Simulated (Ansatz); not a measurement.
System: Sn₃Se, space group Pm-3m (No. 221).

The given structure:
```xyz
4
Lattice="4.7527 0.0000 0.0000 0.0000 4.7527 0.0000 0.0000 0.0000 4.7527" Properties=species:S:1:pos:R:3 pbc="T T T"
Sn    0.0000    2.3764    2.3764
Sn    2.3764    0.0000    2.3764
Sn    2.3764    2.3764    0.0000
Se    0.0000    0.0000    0.0000
```

How it was computed, with Ansatz 0.2.0: homogeneous strain of a crystal along one Voigt pattern with engineering shear, fractional coordinates fixed, by plane-wave density functional theory with PAW datasets, free energies less that of the undisturbed cell, pressure positive in compression; scalar-relativistic. Level: PBE, no spin polarisation.

- wave cutoff: 420 eV
- k mesh: 10×10×10
- occupations: Gaussian
- smearing width: 0.15 eV
- k shift: (0, 0, 0) (mesh steps)
- start: relaxed
- strain pattern: (0, 0, 0, 1, 0, 0) (xx yy zz yz xz xy with engineering shear)

Predict the energy change, tensile stress summed over the strain pattern and pressure against strain. The strain takes the values −0.020, −0.010, 0.000, 0.005, 0.015.

The energy change is 0.03 meV/atom at strain −0.020 and 0.01 meV/atom at 0.015; the lowest computed point is at strain 0.000 (0.00 meV/atom). The tensile stress summed over the strain pattern rises from −0.024 GPa at strain −0.020 to 0.014 GPa at 0.015, and changes sign near 0.000. The pressure goes from −0.013 GPa at strain −0.020 to −0.016 GPa at 0.015, not monotonically, with a low of −0.020 GPa at 0.000.

```
strain  energy change (meV/atom)  tensile stress summed over the strain pattern (GPa)  pressure (GPa)
-0.020                      0.03                                               -0.024          -0.013
-0.010                      0.01                                               -0.008          -0.018
 0.000                      0.00                                                0.000          -0.020
 0.005                      0.00                                                0.003          -0.019
 0.015                      0.01                                                0.014          -0.016
```

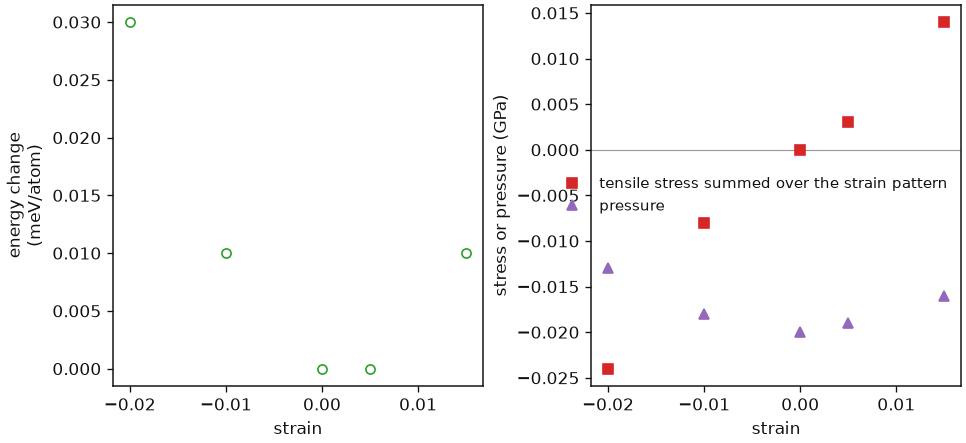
